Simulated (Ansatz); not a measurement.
```
CELL_PARAMETERS angstrom
6.61810 0.00000 0.00000
0.00000 0.00000 -6.61810
0.00000 6.61810 0.00000
ATOMIC_POSITIONS crystal
Cd 0.50000 0.50000 0.00000
Cd 0.00000 0.50000 0.50000
Cd 0.00000 0.00000 0.00000
Cd 0.50000 0.00000 0.50000
Te 0.25000 0.75000 0.25000
Te 0.75000 0.75000 0.75000
Te 0.75000 0.25000 0.25000
Te 0.25000 0.25000 0.75000
```

Space group F-43m.

The calculation used DFT PBE, plane waves, PAW (Ansatz 0.2.0).

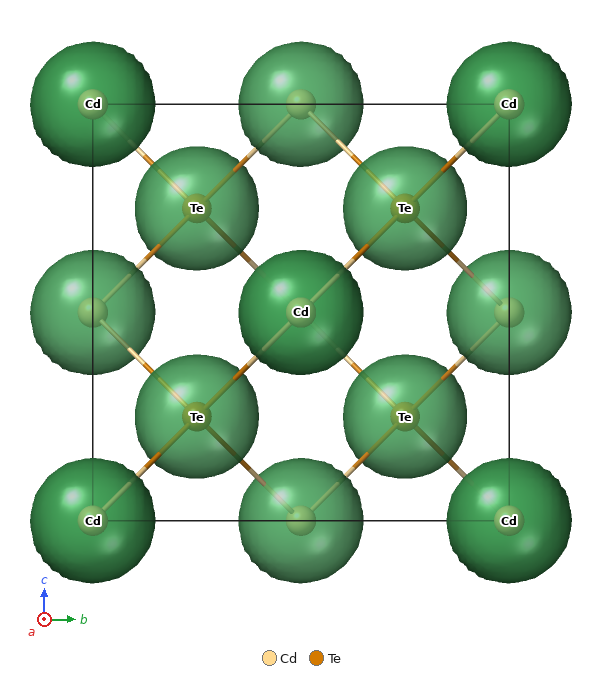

CdTe. Isosurface of the valence charge density (pseudo) at 0.6 e/Å³ (green), seen along the a axis. Sticks mark near contacts.

Core electrons are frozen (PAW), and the valence fields are smoothed inside the atomic spheres.

> What does this surface tell about the bonding?

At this value the density breaks into separate islands; it holds about 80 % of the electrons treated as valence. It bridges none of the near contacts. It is pinched off along the sampled Cd–Te (2.87 Å) contacts. On the grid the lowest density along these lines, outside the cores, is 0.31 e/Å³ (Cd–Te, 2.87 Å).
